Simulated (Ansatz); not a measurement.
# CoO: geometry relaxation (part 3 of 3)

Continued. System: CoO (4 atoms in the cell). Method: DFT, PBE, plane waves, PAW, Ueff = 3.3 eV on Co d, spin-polarised (Ansatz 0.2.0); cutoff 300 eV, 6×6×6 k-mesh, Gaussian smearing of 0.05 eV, collinear spins. The structure derives from an entry of the Crystallography Open Database. The run did not end well. The settings are looser than a standard set-up, so the numbers are not reference values.

Geometry of the input (Å; fractional positions):
```
-2.1704  -2.1704  4.3408
-4.3408  -2.1704  2.1704
-2.1704  -4.3408  2.1704
Co 0.0000  0.0000  0.0000
O  1.2500  -0.7500  -0.7500
Co 0.5000  0.5000  0.5000
O  1.7500  -0.2500  -0.2500
```

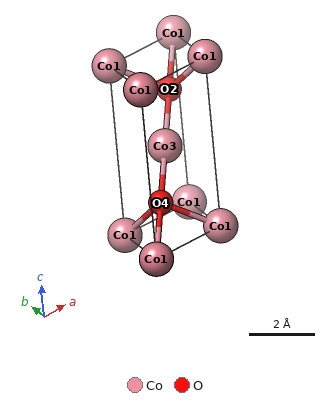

The geometry at step 17 of the log (ball-and-stick view of the reduced cell, seen slightly off an axis; atoms are numbered from 1 in the order of the input).

Trajectory as extended XYZ, continued:
```
4
Lattice="-2.1613 -2.1613 4.3314 -4.3314 -2.1613 2.1613 -2.1613 -4.3314 2.1613" Properties=species:S:1:pos:R:3:forces:R:3 step=3 energy=-11381.03328 pressure_GPa=-0.01
Co    0.0000    0.0000    0.0000    0.0000   0.0000   0.0000
O     2.1679    2.1679    2.1723    0.0000   0.0000   0.0000
Co   -4.3270   -4.3270    4.3270    0.0000   0.0000   0.0000
O    -2.1591   -2.1591    6.4993    0.0000   0.0000   0.0000
4
Lattice="-2.1613 -2.1613 4.3314 -4.3314 -2.1613 2.1613 -2.1613 -4.3314 2.1613" Properties=species:S:1:pos:R:3:forces:R:3 step=4 energy=-11380.96353 pressure_GPa=-1.16
Co    0.0000    0.0000    0.0000    0.0000   0.0000   0.0000
O     2.1679    2.1679    2.1723    0.0000   0.0000   0.0000
Co   -4.3270   -4.3270    4.3270    0.0000   0.0000   0.0000
O    -2.1591   -2.1591    6.4993    0.0000   0.0000   0.0000
4
Lattice="-2.1550 -2.1550 4.3251 -4.3251 -2.1550 2.1550 -2.1550 -4.3251 2.1550" Properties=species:S:1:pos:R:3:forces:R:3 step=5 energy=-11380.99855 pressure_GPa=-0.37
Co    0.0000    0.0000    0.0000    0.0000   0.0000   0.0000
O     2.1663    2.1663    2.1738    0.0000   0.0000   0.0000
Co   -4.3176   -4.3176    4.3176    0.0000   0.0000   0.0000
O    -2.1513   -2.1513    6.4913    0.0000   0.0000   0.0000
4
Lattice="-2.1545 -2.1545 4.3239 -4.3239 -2.1545 2.1545 -2.1545 -4.3239 2.1545" Properties=species:S:1:pos:R:3:forces:R:3 step=6 energy=-11381.01159 pressure_GPa=-0.07
Co    0.0000    0.0000    0.0000    0.0000   0.0000   0.0000
O     2.1657    2.1657    2.1731    0.0000   0.0000   0.0000
Co   -4.3164   -4.3164    4.3164    0.0000   0.0000   0.0000
O    -2.1508   -2.1508    6.4896    0.0000   0.0000   0.0000
4
Lattice="-2.1543 -2.1543 4.3236 -4.3236 -2.1543 2.1543 -2.1543 -4.3236 2.1543" Properties=species:S:1:pos:R:3:forces:R:3 step=7 energy=-11381.01465 pressure_GPa=0.00
Co    0.0000    0.0000    0.0000    0.0000   0.0000   0.0000
O     2.1655    2.1655    2.1730    0.0000   0.0000   0.0000
Co   -4.3161   -4.3161    4.3161    0.0000   0.0000   0.0000
O    -2.1506   -2.1506    6.4891    0.0000   0.0000   0.0000
4
Lattice="-2.1543 -2.1543 4.3236 -4.3236 -2.1543 2.1543 -2.1543 -4.3236 2.1543" Properties=species:S:1:pos:R:3:forces:R:3 step=8 energy=-11380.96958 pressure_GPa=-0.64
Co    0.0000    0.0000    0.0000    0.0000   0.0000   0.0000
O     2.1655    2.1655    2.1730    0.0000   0.0000   0.0000
Co   -4.3161   -4.3161    4.3161    0.0000   0.0000   0.0000
O    -2.1506   -2.1506    6.4891    0.0000   0.0000   0.0000
4
Lattice="-2.1494 -2.1494 4.3186 -4.3186 -2.1494 2.1494 -2.1494 -4.3186 2.1494" Properties=species:S:1:pos:R:3:forces:R:3 step=9 energy=-11380.99738 pressure_GPa=-0.17
Co    0.0000    0.0000    0.0000    0.0000   0.0000   0.0000
O     2.1642    2.1642    2.1741    0.0000   0.0000   0.0000
Co   -4.3087   -4.3087    4.3087    0.0000   0.0000   0.0000
O    -2.1445   -2.1445    6.4828    0.0000   0.0000   0.0000
4
Lattice="-2.1488 -2.1488 4.3175 -4.3175 -2.1488 2.1488 -2.1488 -4.3175 2.1488" Properties=species:S:1:pos:R:3:forces:R:3 step=10 energy=-11381.00810 pressure_GPa=0.01
Co    0.0000    0.0000    0.0000    0.0000   0.0000   0.0000
O     2.1637    2.1637    2.1737    0.0000   0.0000   0.0000
Co   -4.3076   -4.3076    4.3076    0.0000   0.0000   0.0000
O    -2.1439   -2.1439    6.4813    0.0000   0.0000   0.0000
4
Lattice="-2.1488 -2.1488 4.3175 -4.3175 -2.1488 2.1488 -2.1488 -4.3175 2.1488" Properties=species:S:1:pos:R:3:forces:R:3 step=11 energy=-11380.97934 pressure_GPa=-0.31
Co    0.0000    0.0000    0.0000    0.0000   0.0000   0.0000
O     2.1637    2.1637    2.1737    0.0000   0.0000   0.0000
Co   -4.3076   -4.3076    4.3076    0.0000   0.0000   0.0000
O    -2.1439   -2.1439    6.4813    0.0000   0.0000   0.0000
4
Lattice="-2.1455 -2.1455 4.3141 -4.3141 -2.1455 2.1455 -2.1455 -4.3141 2.1455" Properties=species:S:1:pos:R:3:forces:R:3 step=12 energy=-11380.99771 pressure_GPa=-0.00
Co    0.0000    0.0000    0.0000    0.0000   0.0000   0.0000
O     2.1629    2.1629    2.1745    0.0000   0.0000   0.0000
Co   -4.3026   -4.3026    4.3026    0.0000   0.0000   0.0000
O    -2.1397   -2.1397    6.4770    0.0000   0.0000   0.0000
4
Lattice="-2.1455 -2.1455 4.3141 -4.3141 -2.1455 2.1455 -2.1455 -4.3141 2.1455" Properties=species:S:1:pos:R:3:forces:R:3 step=13 energy=-11380.98404 pressure_GPa=-0.16
Co    0.0000    0.0000    0.0000    0.0000   0.0000   0.0000
O     2.1629    2.1629    2.1745    0.0000   0.0000   0.0000
Co   -4.3026   -4.3026    4.3026    0.0000   0.0000   0.0000
O    -2.1397   -2.1397    6.4770    0.0000   0.0000   0.0000
4
Lattice="-2.1430 -2.1430 4.3119 -4.3119 -2.1430 2.1430 -2.1430 -4.3119 2.1430" Properties=species:S:1:pos:R:3:forces:R:3 step=14 energy=-11380.99360 pressure_GPa=-0.00
Co    0.0000    0.0000    0.0000    0.0000   0.0000   0.0000
O     2.1624    2.1624    2.1753    0.0000   0.0000   0.0000
Co   -4.2990   -4.2990    4.2990    0.0000   0.0000   0.0000
O    -2.1366   -2.1366    6.4743    0.0000   0.0000   0.0000
4
Lattice="-2.1430 -2.1430 4.3119 -4.3119 -2.1430 2.1430 -2.1430 -4.3119 2.1430" Properties=species:S:1:pos:R:3:forces:R:3 step=15 energy=-11380.98384 pressure_GPa=-0.06
Co    0.0000    0.0000    0.0000    0.0000   0.0000   0.0000
O     2.1624    2.1624    2.1753    0.0000   0.0000   0.0000
Co   -4.2990   -4.2990    4.2990    0.0000   0.0000   0.0000
O    -2.1366   -2.1366    6.4743    0.0000   0.0000   0.0000
4
Lattice="-2.1413 -2.1413 4.3105 -4.3105 -2.1413 2.1413 -2.1413 -4.3105 2.1413" Properties=species:S:1:pos:R:3:forces:R:3 step=16 energy=-11380.98777 pressure_GPa=0.00
Co    0.0000    0.0000    0.0000    0.0000   0.0000   0.0000
O     2.1622    2.1622    2.1762    0.0000   0.0000   0.0000
Co   -4.2965   -4.2965    4.2965    0.0000   0.0000   0.0000
O    -2.1343   -2.1343    6.4727    0.0000   0.0000   0.0000
4
Lattice="-2.1413 -2.1413 4.3105 -4.3105 -2.1413 2.1413 -2.1413 -4.3105 2.1413" Properties=species:S:1:pos:R:3:forces:R:3 step=17 energy=-11380.97801 pressure_GPa=-0.02
Co    0.0000    0.0000    0.0000    0.0000   0.0000   0.0000
O     2.1622    2.1622    2.1762    0.0000   0.0000   0.0000
Co   -4.2965   -4.2965    4.2965    0.0000   0.0000   0.0000
O    -2.1343   -2.1343    6.4727    0.0000   0.0000   0.0000
4
Lattice="-2.1402 -2.1402 4.3097 -4.3097 -2.1402 2.1402 -2.1402 -4.3097 2.1402" Properties=species:S:1:pos:R:3:forces:R:3 step=18 energy=-11380.97914 pressure_GPa=0.00
Co    0.0000    0.0000    0.0000    0.0000   0.0000   0.0000
O     2.1622    2.1622    2.1768    0.0000   0.0000   0.0000
Co   -4.2951   -4.2951    4.2951    0.0000   0.0000   0.0000
O    -2.1329   -2.1329    6.4719    0.0000   0.0000   0.0000
4
Lattice="-2.1402 -2.1402 4.3097 -4.3097 -2.1402 2.1402 -2.1402 -4.3097 2.1402" Properties=species:S:1:pos:R:3:forces:R:3 step=19 energy=-11380.97914 pressure_GPa=-0.03
Co    0.0000    0.0000    0.0000    0.0000   0.0000   0.0000
O     2.1622    2.1622    2.1768    0.0000   0.0000   0.0000
Co   -4.2951   -4.2951    4.2951    0.0000   0.0000   0.0000
O    -2.1329   -2.1329    6.4719    0.0000   0.0000   0.0000
4
Lattice="-2.1392 -2.1392 4.3089 -4.3089 -2.1392 2.1392 -2.1392 -4.3089 2.1392" Properties=species:S:1:pos:R:3:forces:R:3 step=20 energy=-11380.98080 pressure_GPa=0.03
Co    0.0000    0.0000    0.0000    0.0000   0.0000   0.0000
O     2.1621    2.1621    2.1773    0.0000   0.0000   0.0000
Co   -4.2937   -4.2937    4.2937    0.0000   0.0000   0.0000
O    -2.1316   -2.1316    6.4710    0.0000   0.0000   0.0000
4
Lattice="-2.1392 -2.1392 4.3089 -4.3089 -2.1392 2.1392 -2.1392 -4.3089 2.1392" Properties=species:S:1:pos:R:3:forces:R:3 step=21 energy=-11380.98380 pressure_GPa=-0.05
Co    0.0000    0.0000    0.0000    0.0000   0.0000   0.0000
O     2.1621    2.1621    2.1773    0.0000   0.0000   0.0000
Co   -4.2937   -4.2937    4.2937    0.0000   0.0000   0.0000
O    -2.1316   -2.1316    6.4710    0.0000   0.0000   0.0000
4
Lattice="-2.1385 -2.1385 4.3084 -4.3084 -2.1385 2.1385 -2.1385 -4.3084 2.1385" Properties=species:S:1:pos:R:3:forces:R:3 step=22 energy=-11380.98500 pressure_GPa=-0.01
Co    0.0000    0.0000    0.0000    0.0000   0.0000   0.0000
O     2.1620    2.1620    2.1777    0.0000   0.0000   0.0000
Co   -4.2927   -4.2927    4.2927    0.0000   0.0000   0.0000
O    -2.1307   -2.1307    6.4704    0.0000   0.0000   0.0000
4
Lattice="-2.1385 -2.1385 4.3084 -4.3084 -2.1385 2.1385 -2.1385 -4.3084 2.1385" Properties=species:S:1:pos:R:3:forces:R:3 step=23 energy=-11380.98500 pressure_GPa=-0.06
Co    0.0000    0.0000    0.0000    0.0000   0.0000   0.0000
O     2.1620    2.1620    2.1777    0.0000   0.0000   0.0000
Co   -4.2927   -4.2927    4.2927    0.0000   0.0000   0.0000
O    -2.1307   -2.1307    6.4704    0.0000   0.0000   0.0000
4
Lattice="-2.1378 -2.1378 4.3078 -4.3078 -2.1378 2.1378 -2.1378 -4.3078 2.1378" Properties=species:S:1:pos:R:3:forces:R:3 step=24 energy=-11380.98692 pressure_GPa=0.01
Co    0.0000    0.0000    0.0000    0.0000   0.0000   0.0000
O     2.1619    2.1619    2.1780    0.0000   0.0000   0.0000
Co   -4.2917   -4.2917    4.2917    0.0000   0.0000   0.0000
O    -2.1298   -2.1298    6.4697    0.0000   0.0000   0.0000
4
Lattice="-2.1378 -2.1378 4.3078 -4.3078 -2.1378 2.1378 -2.1378 -4.3078 2.1378" Properties=species:S:1:pos:R:3:forces:R:3 step=25 energy=-11380.98598 pressure_GPa=-0.05
Co    0.0000    0.0000    0.0000    0.0000   0.0000   0.0000
O     2.1619    2.1619    2.1780    0.0000   0.0000   0.0000
Co   -4.2917   -4.2917    4.2917    0.0000   0.0000   0.0000
O    -2.1298   -2.1298    6.4697    0.0000   0.0000   0.0000
4
Lattice="-2.1372 -2.1372 4.3073 -4.3073 -2.1372 2.1372 -2.1372 -4.3073 2.1372" Properties=species:S:1:pos:R:3:forces:R:3 step=26 energy=-11380.98740 pressure_GPa=-0.02
Co    0.0000    0.0000    0.0000    0.0000   0.0000   0.0000
O     2.1618    2.1618    2.1782    0.0000   0.0000   0.0000
Co   -4.2909   -4.2909    4.2909    0.0000   0.0000   0.0000
O    -2.1290   -2.1290    6.4691    0.0000   0.0000   0.0000
4
Lattice="-2.1372 -2.1372 4.3073 -4.3073 -2.1372 2.1372 -2.1372 -4.3073 2.1372" Properties=species:S:1:pos:R:3:forces:R:3 step=27 energy=-11380.98710 pressure_GPa=-0.05
Co    0.0000    0.0000    0.0000    0.0000   0.0000   0.0000
O     2.1618    2.1618    2.1782    0.0000   0.0000   0.0000
Co   -4.2909   -4.2909    4.2909    0.0000   0.0000   0.0000
O    -2.1290   -2.1290    6.4691    0.0000   0.0000   0.0000
4
Lattice="-2.1368 -2.1368 4.3069 -4.3069 -2.1368 2.1368 -2.1368 -4.3069 2.1368" Properties=species:S:1:pos:R:3:forces:R:3 step=28 energy=-11380.98909 pressure_GPa=-0.01
Co    0.0000    0.0000    0.0000    0.0000   0.0000   0.0000
O     2.1618    2.1618    2.1784    0.0000   0.0000   0.0000
Co   -4.2902   -4.2902    4.2902    0.0000   0.0000   0.0000
O    -2.1285   -2.1285    6.4686    0.0000   0.0000   0.0000
4
Lattice="-2.1368 -2.1368 4.3069 -4.3069 -2.1368 2.1368 -2.1368 -4.3069 2.1368" Properties=species:S:1:pos:R:3:forces:R:3 step=29 energy=-11380.98730 pressure_GPa=-0.03
Co    0.0000    0.0000    0.0000    0.0000   0.0000   0.0000
O     2.1618    2.1618    2.1784    0.0000   0.0000   0.0000
Co   -4.2902   -4.2902    4.2902    0.0000   0.0000   0.0000
O    -2.1285   -2.1285    6.4686    0.0000   0.0000   0.0000
4
Lattice="-2.1364 -2.1364 4.3065 -4.3065 -2.1364 2.1364 -2.1364 -4.3065 2.1364" Properties=species:S:1:pos:R:3:forces:R:3 step=30 energy=-11380.98900 pressure_GPa=0.00
Co    0.0000    0.0000    0.0000    0.0000   0.0000   0.0000
O     2.1617    2.1617    2.1785    0.0000   0.0000   0.0000
Co   -4.2897   -4.2897    4.2897    0.0000   0.0000   0.0000
O    -2.1280   -2.1280    6.4682    0.0000   0.0000   0.0000
4
Lattice="-2.1364 -2.1364 4.3065 -4.3065 -2.1364 2.1364 -2.1364 -4.3065 2.1364" Properties=species:S:1:pos:R:3:forces:R:3 step=31 energy=-11380.98900 pressure_GPa=-0.03
Co    0.0000    0.0000    0.0000    0.0000   0.0000   0.0000
O     2.1617    2.1617    2.1785    0.0000   0.0000   0.0000
Co   -4.2897   -4.2897    4.2897    0.0000   0.0000   0.0000
O    -2.1280   -2.1280    6.4682    0.0000   0.0000   0.0000
```
